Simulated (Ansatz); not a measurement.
Input structure:

```cif
data_structure
_symmetry_space_group_name_H-M 'P 1'
_symmetry_Int_Tables_number 1
_cell_length_a 2.6984
_cell_length_b 2.6984
_cell_length_c 5.2395
_cell_angle_alpha 90.000
_cell_angle_beta 90.000
_cell_angle_gamma 120.000
_cell_volume 33.04
loop_
_atom_site_label
_atom_site_type_symbol
_atom_site_fract_x
_atom_site_fract_y
_atom_site_fract_z
_atom_site_occupancy
Ti1 Ti 0.33333 0.66667 0.25000 1
Ti2 Ti 0.66667 0.33333 0.75000 1
O1 O 0.00000 0.00000 0.00000 1
O2 O 0.00000 0.00000 0.50000 1
```

Give a crystallographic description of this input.

The material is TiO. Its lattice is primitive hexagonal, its space group P6_3/mmc (No. 194). It belongs to the family called anti-NiAs type. With Z = 2, the cell contains 2 Ti, 2 O. Each Ti has six Ti and six O (2.70 Å to Ti, 2.04 Å to O). About every O there are six Ti in a distorted octahedral arrangement at 2.04 Å. Not all metal-metal contacts are counted. The bonds build a three-dimensional framework.

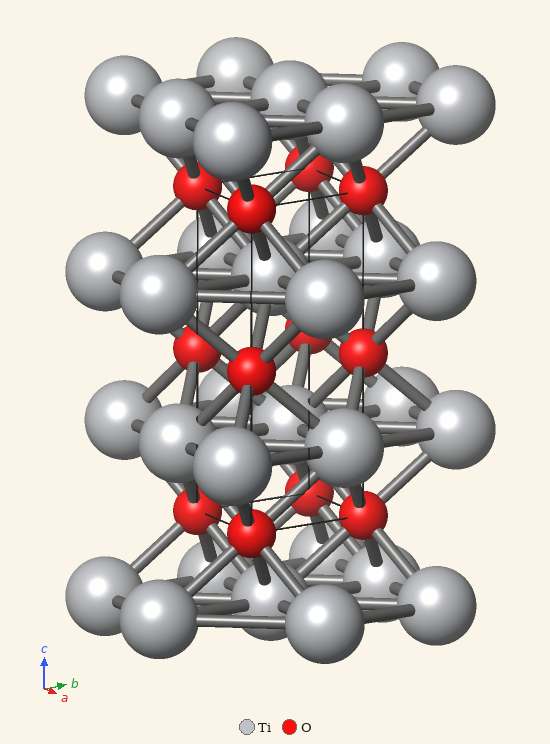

The figure gives a ball-and-stick picture of the atoms, viewed slightly off an axis. One conventional unit cell is framed, with atoms on its boundary repeated. Periodic images bonded to atoms of the box are shown as well. Colours: titanium light grey, oxygen red.

Origin of the cell: a structure listed in the Materials Project. It was relaxed at fixed volume with Ansatz 0.2.0, DFT PBEsol, scalar-relativistic, plane waves, PAW.

At this level of theory the cell isn't at rest (compressed, at 43 GPa), so its distances can differ from those at equilibrium, the more so the softer the solid.
